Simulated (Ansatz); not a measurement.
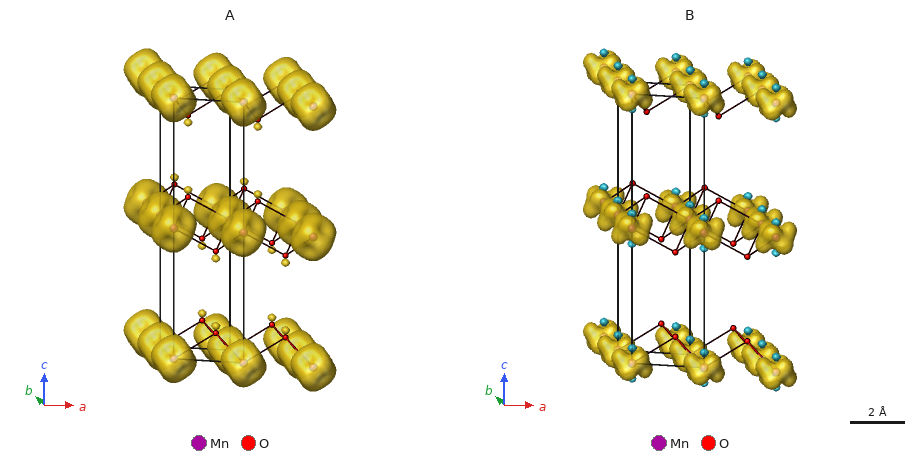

Figure 1: MnO2. Spin density of two self-consistent states of the same cell, at +0.2 (yellow) and −0.2 e/Å³ (cyan).

Space group P6₃/mmc; a structure from a database of computed crystals, not necessarily the ambient phase; not relaxed (largest force 0.4 eV/Å); computed pressure about −9 GPa in this cell; spin-polarised.

Level of theory: Kohn-Sham DFT of a periodic cell, PBEsol, Ansatz PAW in Ansatz 0.2.0.

```yaml
crystal:
  lattice:
    - [2.85496, 0.00000, 0.00000]
    - [-1.42748, 2.47246, 0.00000]
    - [0.00000, 0.00000, 10.22174]
  atoms:
    - { symbol: Mn, position: [0.00000, 0.00000, 0.50000] }
    - { symbol: Mn, position: [0.00000, 0.00000, 0.00000] }
    - { symbol: O, position: [0.66667, 0.33333, 0.40686] }
    - { symbol: O, position: [0.66667, 0.33333, 0.09314] }
    - { symbol: O, position: [0.33333, 0.66667, 0.59314] }
    - { symbol: O, position: [0.33333, 0.66667, 0.90686] }
```

Describe the two states. Which lies lower in energy?

Answer. State A: parallel main moments (a ferromagnetic arrangement) in this solution; Mn: +2.5 μB (×2) in one cell of 6 atoms, with smaller moments on other sites: O (up to +0.05 μB). State B: parallel main moments (a ferromagnetic arrangement) in this solution; Mn: +0.9 μB (×2) in one cell of 6 atoms. State A lies lower by 299 meV per atom.
